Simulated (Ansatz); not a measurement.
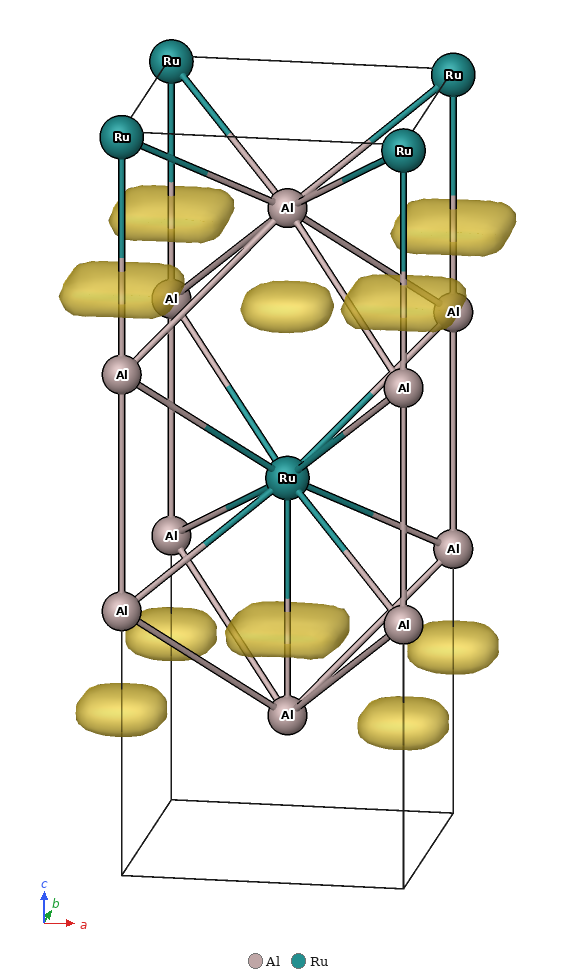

Figure 1: Al2Ru. Isosurface of the electron localisation function at 0.65 (yellow), seen slightly off an axis. Core shells and regions of very low density are left out. Sticks mark near contacts.

Space group I4mm; a structure from a database of computed crystals, not necessarily the ambient phase; not relaxed (largest force 1.5 eV/Å); computed pressure about 2 GPa in this cell; computed without spin polarisation.

Theory: Ansatz 0.2.0, DFT PBEsol, scalar-relativistic, plane waves, PAW.

The calculation's input:

```
crystal:
  lattice:
    - [-1.560678882, 1.560678882, 4.2115520738]
    - [1.560678882, -1.560678882, 4.2115520738]
    - [1.560678882, 1.560678882, -4.2115520738]
  atoms:
    - { symbol: Al, position: [0.6733226118, 0.6733226118, 0.0] }
    - { symbol: Al, position: [0.3551704468, 0.3551704468, 0.0] }
    - { symbol: Ru, position: [-0.0076064763, -0.0076064763, 0.0] }
basis:
  ecutwfc: 420
kpoints:
  mp_grid: { grid: [22, 22, 22] }
hamiltonian:
  xc: pbesol
scf:
  occupations: { method: gaussian, width: 0.15 }
output:
  forces: true
  stress: true
  eigenvalues: true
  write_density: true
  write_potential: true
  elf: true
  volumetric_format: npy
```

Launched as:

```sh
ansatz run input.yaml --threads 2 --pin off --max-ram 5120MiB --backend cpu --events-out ev --progress --plain --runs-dir out
```

Below, planes, directions and counts refer to the conventional cell (a = 3.12 Å, b = 3.12 Å, c = 8.42 Å, α = 90.00°, β = 90.00°, γ = 90.00°).

> What do the ELF domains correspond to?

At this value the surface marks out two lobes of the valence shell of Al pointing towards Ru (polar bonds) and two pockets between the atoms, centred on no nucleus (multi-centre or interstitial), counted in one cell of 6 atoms. Any copies at cell faces, edges or corners count once.

Values along the shortest contacts:
Al–Ru (2.49 Å): the ELF is about 0.40 at the midpoint. Al–Al (2.68 Å): the ELF is about 0.50 at the midpoint.

> Does the calculation give a band gap?

It is metallic or semimetallic at this level of theory: no gap opens.
